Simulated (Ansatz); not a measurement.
Geometry relaxation, with input and output: FeSi (part 1 of 2)

System: FeSi (Fd-3m, 4 atoms in the cell).
Method: DFT PBE, scalar-relativistic, plane waves, PAW, spin-polarised (Ansatz 0.2.0).

The structure was made by a generator, so it may or may not be a known phase. Figures and captions count atoms from 1; the log counts them from 0 in places.

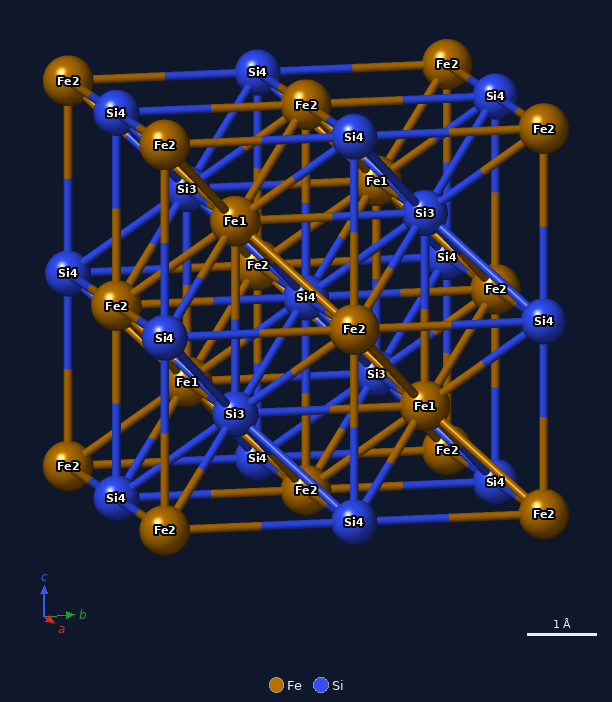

*The input geometry (ball-and-stick view of the cell 4 times as large as that of the calculation, set on its symmetry axes, seen slightly off an axis; atoms are numbered from 1 in the order of the input). An atom can appear more than once, as a periodic image.*

Key numbers

```json
{"quantity": "outcome", "value": "converged"}
{"quantity": "space group (tolerance 0.01 Å)", "value": "Fd-3m (227)"}
{"quantity": "electrons treated", "value": "40"}
{"quantity": "free energy", "value": "−10232.3732 eV"}
{"quantity": "Fermi energy", "value": "16.202 eV"}
{"quantity": "gap on the k-point mesh", "value": "none (metallic)"}
{"quantity": "net moment of the cell", "value": "3.54 μB"}
{"quantity": "integrated absolute moment", "value": "3.99 μB"}
{"quantity": "pressure", "value": "0.00 GPa"}
{"quantity": "final volume", "value": "47.17 Å³"}
{"quantity": "largest force (length of the vector) at the end", "value": "under 0.001 eV/Å"}
{"quantity": "final cell", "value": "a = 4.056 Å, b = 4.056 Å, c = 4.056 Å, α = 60.00°, β = 60.00°, γ = 60.00°"}
{"quantity": "hardware", "value": "1 thread of Arm Neoverse V1, 24 GiB of memory available, shared host"}
{"quantity": "wall time", "value": "77 s"}
{"quantity": "peak memory", "value": "0.5 GiB"}
```

Input
```yaml
crystal:
  lattice:
    - [0.0, 2.8664203609, 2.8664203609]
    - [2.8664203609, 0.0, 2.8664203609]
    - [2.8664203609, 2.8664203609, 0.0]
  atoms:
    - { symbol: Fe, position: [0.25, 0.25, 0.25], spin: 2.03 }
    - { symbol: Fe, position: [0.0, 0.0, 0.0], spin: 2.03 }
    - { symbol: Si, position: [0.75, 0.75, 0.75] }
    - { symbol: Si, position: [0.5, 0.5, 0.5] }
basis:
  ecutwfc: 420
kpoints:
  mp_grid: { grid: [14, 14, 14] }
hamiltonian:
  xc: pbe
scf:
  occupations: { method: gaussian, width: 0.1 }
output:
  forces: true
  stress: true
  eigenvalues: true
  populations: true
  write_density: true
  write_potential: true
  elf: true
  volumetric_format: npy
magnetization:
  spin_polarized: true
relax:
  adjacent_minimum: "off"
  f_tol: 0.01
  max_steps: 80
  cell: { stress_tol: 0.05 }
```

Command:
```bash
ansatz run input.yaml --threads 1 --pin off --max-ram 2560MiB --backend cpu --events-out ev --progress --plain --runs-dir out
```

What the program printed
```
Engine: ansatz 0.2.0, aarch64-unknown-linux-gnu
Pseudopotentials: kind: paw
Pseudopotential: Fe, paw, valence charge 16, recommended cutoff 420 eV (normal), Fe.paw.azcp
Pseudopotential: Si, paw, valence charge 4, recommended cutoff 420 eV (normal), Si.paw.azcp
Functional definition: PBE
  parameter kappa = 0.804
  parameter beta = 0.06672455060314922
  exchange = pbe_x(kappa = kappa, mu = beta*pi^2/3)
  correlation = pbe_c(beta = beta)
Crystal: 4 atoms, lattice volume = 47.103 Å³
Basis set: ecut = 420 eV, 941 PW (Γ), exchange–correlation on 60×60×60 points (8 copies of the dense FFT grid, shifted against one another)
Bands: 27, of which v1, the nominal top of the filled ones, is band 20 counted from 1 (19 counted from 0)
Symmetry: 48 space group operations
Space group: Fd-3m (ITA 227), of the structure as read, at distance tolerance 3.6e-5 Å
Magnetic group: BNS 227.128 (UNI 1630), of the structure as read, at distance tolerance 3.6e-5 Å
k-points: 104 of 2744
Non-local potential: Fe, projectors of the file, l = 0: 3, l = 1: 2, l = 2: 3, l = 3: 1
Non-local potential: Si, projectors of the file, l = 0: 2, l = 1: 2, l = 2: 2
PAW form: soft (Blöchl's): semilocal exchange-correlation on the pseudo side does not see the compensation charge
PAW one-centre angular grid: Fe, 590 points (default); XC on 64 Gauss nodes
PAW one-centre angular grid: Si, 110 points (default); XC on 64 Gauss nodes
Initial density: superposition of atomic densities (chi_scale 0.1, normalization cell)
Starting moments: Σ|m| = 4.06 μB on 2 of 4 sites
Initial wavefunctions: pseudopotential atomic-orbital guess
Functional: x = pbe(κ = 0.804, μ = 0.2195149727645171), c = pbe(β = 0.06672455060314922)
SCF iter   1: F=—  HF=-10230.971739 eV  |F-HF|=—  |Δ(HF+E_count)|=         —  Δρ=4.93e-2 (↑2.85e-2 ↓4.93e-2)  dr2=1.52e0  dr2_m=1.65e-1  M=3.691 μB ∫|m|=4.051 μB  β_m=0.30  ethr=3.10e-3  ⟨swp⟩=5.2  Hψ=22055  notcnv=0
Mixer restart at iter 1: flushing history
preconditioner: auto → Kerker (q_TF=auto, 2.655 Å⁻¹)  [metal: Δε(μ)=0.002 eV  Ē_g=6.797 eV  σ=0.100 eV  W_gap=0.01  n_scr=14 (ndim 8)  ℏωp=26.5 eV  f_vac=0.000  D(μ)=3.58/eV (n_scr^D=50)]
spin=Collinear: Kerker preconditioning applied to the charge; magnetization (m = ρ↑ − ρ↓) channel mixes plain (no charge-response kernel on spin).
SCF iter   2: F=—  HF=-10230.536912 eV  |F-HF|=—  |Δ(HF+E_count)|=   4.35e-1  Δρ=2.31e-2 (↑1.64e-2 ↓2.31e-2)  dr2=3.48e-1  dr2_m=1.12e-1  M=3.717 μB ∫|m|=4.077 μB  β_m=0.37  ethr=3.10e-3  ⟨swp⟩=2.4  Hψ=9488  notcnv=0  defer=247
SCF iter   3: F=—  HF=-10231.319220 eV  |F-HF|=—  |Δ(HF+E_count)|=   7.82e-1  Δρ=1.54e-2 (↑1.54e-2 ↓1.47e-2)  dr2=3.96e-1  dr2_m=4.66e-2  M=3.680 μB ∫|m|=4.060 μB  β_m=0.68  ethr=8.69e-4  ⟨swp⟩=2.0  Hψ=6790  notcnv=0  defer=252
SCF iter   4: F=—  HF=-10232.383569 eV  |F-HF|=—  |Δ(HF+E_count)|=    1.06e0  Δρ=1.02e-2 (↑8.56e-3 ↓1.02e-2)  dr2=2.68e-1  dr2_m=8.33e-4  M=3.561 μB ∫|m|=3.995 μB  β_m=0.84  ethr=8.69e-4  ⟨swp⟩=2.9  Hψ=9816  notcnv=0  defer=249
SCF iter   5: F=—  HF=-10232.355841 eV  |F-HF|=—  |Δ(HF+E_count)|=         —  Δρ=7.63e-3 (↑7.63e-3 ↓7.62e-3)  dr2=8.60e-2  dr2_m=9.03e-5  M=3.515 μB ∫|m|=3.958 μB  β_m=0.84  ethr=6.69e-4  ⟨swp⟩=2.5  Hψ=10046  notcnv=0  defer=256
Mixer restart at iter 5: flushing history
SCF iter   6: F=—  HF=-10232.393156 eV  |F-HF|=—  |Δ(HF+E_count)|=   3.73e-2  Δρ=9.10e-3 (↑9.10e-3 ↓4.36e-3)  dr2=4.48e-2  dr2_m=2.63e-3  M=3.548 μB ∫|m|=3.994 μB  β_m=0.65  ethr=2.15e-4  ⟨swp⟩=2.0  Hψ=10689  notcnv=0  defer=259
SCF iter   7: F=—  HF=-10232.373163 eV  |F-HF|=—  |Δ(HF+E_count)|=   2.00e-2  Δρ=2.60e-3 (↑1.75e-3 ↓2.60e-3)  dr2=9.57e-3  dr2_m=9.30e-5  M=3.535 μB ∫|m|=3.981 μB  β_m=0.71  ethr=1.12e-4  ⟨swp⟩=2.0  Hψ=11625  notcnv=0  defer=261
SCF iter   8: F=—  HF=-10232.373034 eV  |F-HF|=—  |Δ(HF+E_count)|=   1.28e-4  Δρ=7.45e-4 (↑7.45e-4 ↓5.63e-4)  dr2=4.08e-4  dr2_m=3.70e-6  M=3.540 μB ∫|m|=3.987 μB  β_m=0.86  ethr=2.39e-5  ⟨swp⟩=2.0  Hψ=7673  notcnv=0  defer=258
SCF iter   9: F=—  HF=-10232.373151 eV  |F-HF|=—  |Δ(HF+E_count)|=   1.17e-4  Δρ=1.11e-4 (↑1.11e-4 ↓7.75e-5)  dr2=1.16e-5  dr2_m=5.20e-7  M=3.538 μB ∫|m|=3.984 μB  β_m=0.93  ethr=1.02e-6  ⟨swp⟩=2.1  Hψ=7638  notcnv=0  defer=258
SCF iter  10: F=—  HF=-10232.373156 eV  |F-HF|=—  |Δ(HF+E_count)|=   4.70e-6  Δρ=2.66e-5 (↑2.66e-5 ↓2.10e-5)  dr2=5.37e-7  dr2_m=4.57e-9  M=3.538 μB ∫|m|=3.984 μB  β_m=0.91  ethr=2.90e-8  ⟨swp⟩=2.2  Hψ=8300  notcnv=0  defer=258
SCF iter  11: F=—  HF=-10232.373156 eV  |F-HF|=—  |Δ(HF+E_count)|=   8.22e-7  Δρ=1.29e-5 (↑7.12e-6 ↓1.29e-5)  dr2=1.34e-7  dr2_m=4.28e-9  M=3.538 μB ∫|m|=3.983 μB  β_m=0.95  ethr=1.34e-9  ⟨swp⟩=2.1  Hψ=9823  notcnv=0  defer=258
SCF iter  12: F=—  HF=-10232.373157 eV  |F-HF|=—  |Δ(HF+E_count)|=   8.36e-8  Δρ=1.53e-6 (↑1.35e-6 ↓1.53e-6)  dr2=2.72e-9  dr2_m=1.02e-11  M=3.538 μB ∫|m|=3.983 μB  β_m=0.98  ethr=3.35e-10  ⟨swp⟩=2.0  Hψ=7296  notcnv=0  defer=258
SCF iter  13: F=-10232.373157 eV  HF=-10232.373157 eV  |F-HF|=1.82e-12  |Δ(HF+E_count)|=  6.68e-10  Δρ=6.90e-8 (↑6.90e-8 ↓6.18e-8)  dr2=1.79e-12  dr2_m=9.42e-13  M=3.538 μB ∫|m|=3.983 μB  ethr=6.80e-12  ⟨swp⟩=8.4  Hψ=31423  notcnv=0
SCF 1 converged in 13 iterations: F = -10232.373157 eV  dr2 = 1.79e-12
  greatest PAW one-centre occupation: 1.002 electrons in one spin orbital (limit 2), on the Fe atom at site 1 (counted from 0), in its partial waves of l = 1
relax step   1: F+E_penalty+E_count = -10232.37315652 eV  Δ(F+E_penalty+E_count) = +0.000e0 eV  max|allowed force component| = 5.551e-17 eV/Å  Δτ_max = 0.0000 Å  P = +0.198 GPa  Ω = 47.103 Å³  (13 SCF iters, accepted)
Crystal: 4 atoms, lattice volume = 47.136 Å³
Initial density: handed on by an earlier stage of this run
Starting moments: Σ|m| = 4.06 μB on 2 of 4 sites; this step starts from the density that it was given
Initial wavefunctions: those handed on with the density
iter 1 solved again at ethr=2.46e-8 eV; its pass at ethr=3.10e-3 eV (dr2=9.83e-6 eV) is discarded
SCF iter   1: F=—  HF=-10232.373175 eV  |F-HF|=—  |Δ(HF+E_count)|=         —  Δρ=1.65e-4 (↑1.65e-4 ↓2.76e-5)  dr2=1.03e-5  dr2_m=2.91e-6  M=3.539 μB ∫|m|=3.986 μB  β_m=0.65  ethr=2.46e-8  ⟨swp⟩=2.0  Hψ=26418  notcnv=0
preconditioner: auto → none  [metal: Δε(μ)=0.012 eV  Ē_g=6.761 eV  σ=0.100 eV  W_gap=0.07  n_scr=8 (ndim 8)  ℏωp=26.5 eV  f_vac=0.000  D(μ)=3.39/eV (n_scr^D=26)]
SCF iter   2: F=—  HF=-10232.373171 eV  |F-HF|=—  |Δ(HF+E_count)|=   4.18e-6  Δρ=1.36e-4 (↑1.36e-4 ↓1.22e-4)  dr2=2.33e-5  dr2_m=4.12e-8  M=3.538 μB ∫|m|=3.985 μB  β_m=0.31  ethr=2.46e-8  ⟨swp⟩=2.0  Hψ=9874  notcnv=0
SCF iter   3: F=—  HF=-10232.373170 eV  |F-HF|=—  |Δ(HF+E_count)|=   4.85e-7  Δρ=4.14e-5 (↑3.67e-5 ↓4.14e-5)  dr2=1.37e-7  dr2_m=6.25e-7  M=3.539 μB ∫|m|=3.986 μB  β_m=0.65  ethr=2.46e-8  ⟨swp⟩=2.0  Hψ=9147  notcnv=0
SCF iter   4: F=—  HF=-10232.373174 eV  |F-HF|=—  |Δ(HF+E_count)|=   3.27e-6  Δρ=1.88e-5 (↑5.20e-6 ↓1.88e-5)  dr2=2.24e-7  dr2_m=3.17e-8  M=3.539 μB ∫|m|=3.986 μB  β_m=0.83  ethr=3.41e-10  ⟨swp⟩=2.6  Hψ=10507  notcnv=0
SCF iter   5: F=—  HF=-10232.373174 eV  |F-HF|=—  |Δ(HF+E_count)|=   4.09e-7  Δρ=6.88e-6 (↑6.88e-6 ↓3.39e-6)  dr2=3.33e-8  dr2_m=2.19e-9  M=3.539 μB ∫|m|=3.987 μB  β_m=0.85  ethr=3.41e-10  ⟨swp⟩=2.8  Hψ=10356  notcnv=0
SCF iter   6: F=-10232.373174 eV  HF=-10232.373174 eV  |F-HF|=7.21e-8  |Δ(HF+E_count)|=   1.29e-8  Δρ=7.35e-6 (↑5.23e-6 ↓7.35e-6)  dr2=7.82e-8  dr2_m=5.49e-10  M=3.539 μB ∫|m|=3.987 μB  ethr=8.32e-11  ⟨swp⟩=5.0  Hψ=27841  notcnv=0
SCF 2 converged in 6 iterations: F = -10232.373174 eV  dr2 = 7.82e-8
relax step   2: F+E_penalty+E_count = -10232.37317391 eV  Δ(F+E_penalty+E_count) = -1.739e-5 eV  max|allowed force component| = 2.926e-16 eV/Å  Δτ_max = 0.0000 Å  P = +0.094 GPa  Ω = 47.136 Å³  energy of the carried Pulay correction = -1.230e-5 eV  (6 SCF iters, dr2 threshold 9.81e-8 eV, accepted)
Crystal: 4 atoms, lattice volume = 47.165 Å³
iter 1 solved again at ethr=2.09e-8 eV; its pass at ethr=3.10e-3 eV (dr2=8.35e-6 eV) is discarded
SCF iter   1: F=—  HF=-10232.373173 eV  |F-HF|=—  |Δ(HF+E_count)|=         —  Δρ=1.50e-4 (↑1.50e-4 ↓2.51e-5)  dr2=8.77e-6  dr2_m=2.38e-6  M=3.541 μB ∫|m|=3.989 μB  β_m=0.65  ethr=2.09e-8  ⟨swp⟩=2.0  Hψ=26399  notcnv=0
preconditioner: auto → none  [metal: Δε(μ)=0.011 eV  Ē_g=6.757 eV  σ=0.100 eV  W_gap=0.06  n_scr=8 (ndim 8)  ℏωp=26.5 eV  f_vac=0.000  D(μ)=3.40/eV (n_scr^D=26)]
SCF iter   2: F=—  HF=-10232.373169 eV  |F-HF|=—  |Δ(HF+E_count)|=   3.45e-6  Δρ=1.26e-4 (↑1.26e-4 ↓1.11e-4)  dr2=1.96e-5  dr2_m=3.86e-8  M=3.540 μB ∫|m|=3.989 μB  β_m=0.31  ethr=2.09e-8  ⟨swp⟩=2.0  Hψ=9875  notcnv=0
SCF iter   3: F=—  HF=-10232.373169 eV  |F-HF|=—  |Δ(HF+E_count)|=   5.28e-7  Δρ=3.70e-5 (↑3.30e-5 ↓3.70e-5)  dr2=1.08e-7  dr2_m=5.01e-7  M=3.540 μB ∫|m|=3.989 μB  β_m=0.65  ethr=2.09e-8  ⟨swp⟩=2.0  Hψ=9126  notcnv=0
SCF iter   4: F=—  HF=-10232.373171 eV  |F-HF|=—  |Δ(HF+E_count)|=   2.53e-6  Δρ=1.70e-5 (↑4.60e-6 ↓1.70e-5)  dr2=1.81e-7  dr2_m=2.57e-8  M=3.541 μB ∫|m|=3.990 μB  β_m=0.83  ethr=2.70e-10  ⟨swp⟩=2.7  Hψ=10502  notcnv=0
SCF iter   5: F=—  HF=-10232.373171 eV  |F-HF|=—  |Δ(HF+E_count)|=   3.33e-7  Δρ=6.18e-6 (↑6.18e-6 ↓2.98e-6)  dr2=2.62e-8  dr2_m=1.80e-9  M=3.541 μB ∫|m|=3.990 μB  β_m=0.84  ethr=2.70e-10  ⟨swp⟩=2.8  Hψ=10370  notcnv=0
SCF iter   6: F=—  HF=-10232.373171 eV  |F-HF|=—  |Δ(HF+E_count)|=  1.82e-11  Δρ=1.77e-6 (↑1.77e-6 ↓1.49e-6)  dr2=4.50e-9  dr2_m=5.75e-11  M=3.541 μB ∫|m|=3.990 μB  β_m=0.90  ethr=6.55e-11  ⟨swp⟩=2.0  Hψ=7152  notcnv=0
SCF iter   7: F=-10232.373171 eV  HF=-10232.373171 eV  |F-HF|=1.16e-9  |Δ(HF+E_count)|=   2.55e-9  Δρ=9.21e-7 (↑8.63e-7 ↓9.21e-7)  dr2=1.21e-9  dr2_m=1.79e-12  M=3.541 μB ∫|m|=3.990 μB  ethr=1.13e-11  ⟨swp⟩=4.5  Hψ=27190  notcnv=0
SCF 3 converged in 7 iterations: F = -10232.373171 eV  dr2 = 1.21e-9
relax step   3: F+E_penalty+E_count = -10232.37317142 eV  Δ(F+E_penalty+E_count) = +2.492e-6 eV  max|allowed force component| = 2.244e-16 eV/Å  Δτ_max = 0.0000 Å  P = -0.001 GPa  Ω = 47.165 Å³  energy of the carried Pulay correction = -2.338e-5 eV  (7 SCF iters, dr2 threshold 2.20e-8 eV, accepted)
Initial wavefunctions: pseudopotential atomic-orbital guess (no wavefunctions were taken with the density)
iter 1 solved again at ethr=7.74e-8 eV; its pass at ethr=3.10e-3 eV (dr2=3.10e-5 eV) is discarded
SCF iter   1: F=—  HF=-10232.373189 eV  |F-HF|=—  |Δ(HF+E_count)|=         —  Δρ=1.15e-6 (↑9.00e-7 ↓1.15e-6)  dr2=2.54e-10  dr2_m=1.21e-10  M=3.541 μB ∫|m|=3.990 μB  β_m=0.65  ethr=7.74e-8  ⟨swp⟩=3.0  Hψ=38402  notcnv=0
eigensolver tolerance schedule: the retry pair's looser diagonalisation over-reported the residual by 121916.00 of it (diagonalisation noise at an unbounded share of the residual, at the tolerance the schedule requests for it); recorded, not acted on — ethr = c·dr2/N_el stays at c = 1.0e-1
preconditioner: auto → none  [metal: Δε(μ)=0.010 eV  Ē_g=6.758 eV  σ=0.100 eV  W_gap=0.06  n_scr=8 (ndim 8)  ℏωp=26.5 eV  f_vac=0.000  D(μ)=3.40/eV (n_scr^D=26)]
SCF iter   2: F=—  HF=-10232.373191 eV  |F-HF|=—  |Δ(HF+E_count)|=   1.60e-6  Δρ=3.94e-7 (↑3.94e-7 ↓2.76e-7)  dr2=1.56e-10  dr2_m=1.09e-11  M=3.541 μB ∫|m|=3.990 μB  β_m=0.47  ethr=1.00e-12  ⟨swp⟩=3.1  Hψ=12843  notcnv=0
SCF iter   3: F=—  HF=-10232.373191 eV  |F-HF|=—  |Δ(HF+E_count)|=  1.64e-10  Δρ=2.29e-7 (↑2.25e-7 ↓2.29e-7)  dr2=1.88e-11  dr2_m=2.90e-12  M=3.541 μB ∫|m|=3.990 μB  β_m=0.45  ethr=1.00e-12  ⟨swp⟩=2.0  Hψ=7316  notcnv=0
SCF iter   4: F=—  HF=-10232.373191 eV  |F-HF|=—  |Δ(HF+E_count)|=  2.55e-11  Δρ=1.06e-7 (↑9.73e-8 ↓1.06e-7)  dr2=7.33e-12  dr2_m=1.09e-12  M=3.541 μB ∫|m|=3.990 μB  β_m=0.51  ethr=1.00e-12  ⟨swp⟩=1.0  Hψ=5616  notcnv=0
SCF iter   5: F=—  HF=-10232.373191 eV  |F-HF|=—  |Δ(HF+E_count)|=  3.64e-11  Δρ=7.84e-8 (↑5.80e-8 ↓7.84e-8)  dr2=6.57e-12  dr2_m=3.78e-13  M=3.541 μB ∫|m|=3.990 μB  β_m=0.75  ethr=1.00e-12  ⟨swp⟩=1.0  Hψ=5616  notcnv=0
SCF iter   6: F=—  HF=-10232.373191 eV  |F-HF|=—  |Δ(HF+E_count)|=  3.27e-11  Δρ=5.10e-8 (↑2.09e-8 ↓5.10e-8)  dr2=2.46e-12  dr2_m=1.52e-13  M=3.541 μB ∫|m|=3.990 μB  β_m=0.88  ethr=1.00e-12  ⟨swp⟩=1.0  Hψ=5616  notcnv=0
SCF iter   7: F=-10232.373191 eV  HF=-10232.373191 eV  |F-HF|=5.46e-12  |Δ(HF+E_count)|=  7.28e-12  Δρ=2.81e-8 (↑2.76e-8 ↓2.81e-8)  dr2=1.25e-12  dr2_m=4.29e-15  M=3.541 μB ∫|m|=3.990 μB  ethr=1.00e-12  ⟨swp⟩=4.0  Hψ=21989  notcnv=0
SCF 4 converged in 7 iterations: F = -10232.373191 eV  dr2 = 1.25e-12
relax step   4: F+E_penalty+E_count = -10232.37319080 eV  Δ(F+E_penalty+E_count) = -1.939e-5 eV  max|allowed force component| = 3.764e-16 eV/Å  Δτ_max = 0.0000 Å  P = -0.000 GPa  Ω = 47.165 Å³  stress off target by 7.44e-5 GPa  SCF on the basis re-selected at this cell (its energy is not comparable with the rows above)  (7 SCF iters)
```

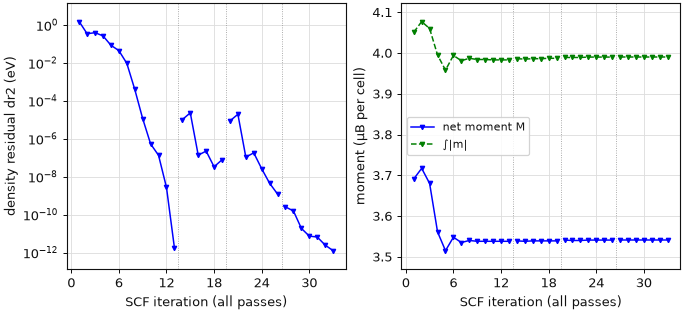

*Convergence of the self-consistent field: density residual dr2 and magnetic moment against the SCF iteration. The dotted lines part the SCF passes of the relaxation: geometry steps, rejected trials and re-solves on a re-selected basis.*

The passes take 13, 6, 7 and 7 iterations. The net moment goes from 3.7 to 3.5 μB per cell.
